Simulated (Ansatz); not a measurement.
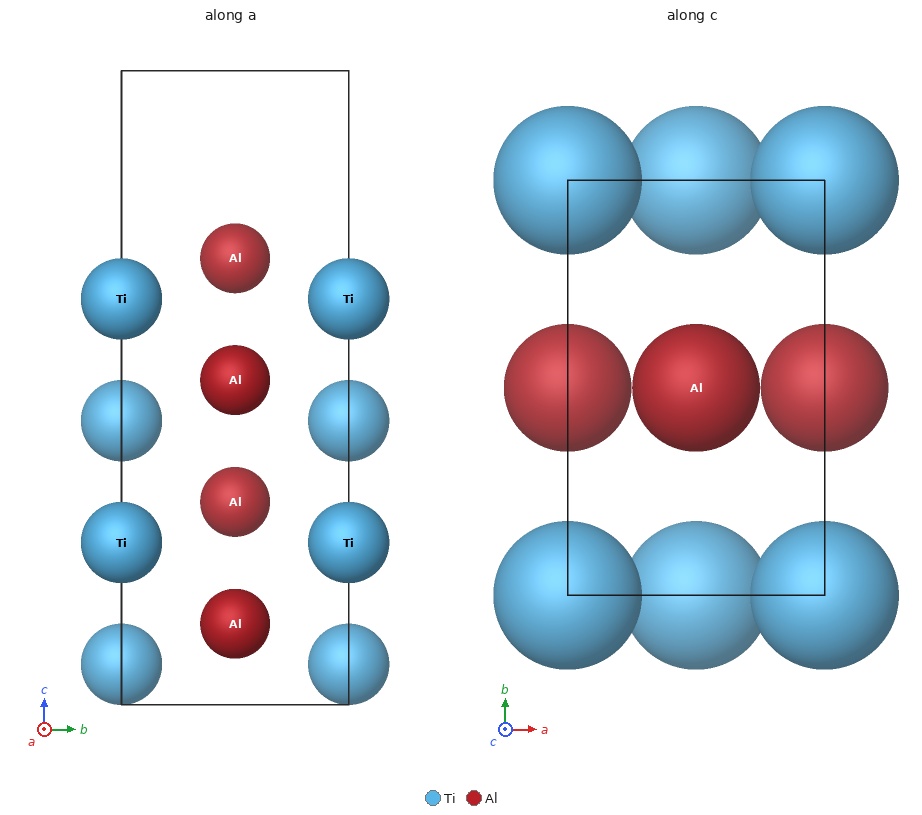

Crystal structure, spheres-only style, seen along the a axis and along the c axis. One conventional unit cell is framed, with atoms on its boundary repeated.

TiAl, space group Pmm2 (No. 25), a = 2.87 Å, b = 4.63 Å, c = 12.94 Å, α = 90.00°, β = 90.00°, γ = 90.00°.

Method used: DFT r2SCAN, scalar-relativistic, plane waves, PAW in Ansatz. It ran with E_cut = 500 eV, k-points about 0.11 Å⁻¹ apart, Gaussian smearing of 0.15 eV, no spin polarisation.

How large a gap does the method give, if there is one?

Answer. A metal: bands cross the Fermi level.

Would the cell expand or shrink if it could?

Answer. The computed pressure is -2.9 GPa (stretched: it would shrink). The stress isn't hydrostatic: its largest component is 3.5 GPa.

Its origin is a structure listed in the Materials Project. The cell was then strained or its atoms displaced on purpose. It was run through Ansatz as a DFT input.

At this level of theory the run's own cell isn't at rest (forces up to 0.9 eV/Å), so its distances can differ from those at equilibrium, the more so the softer the solid.
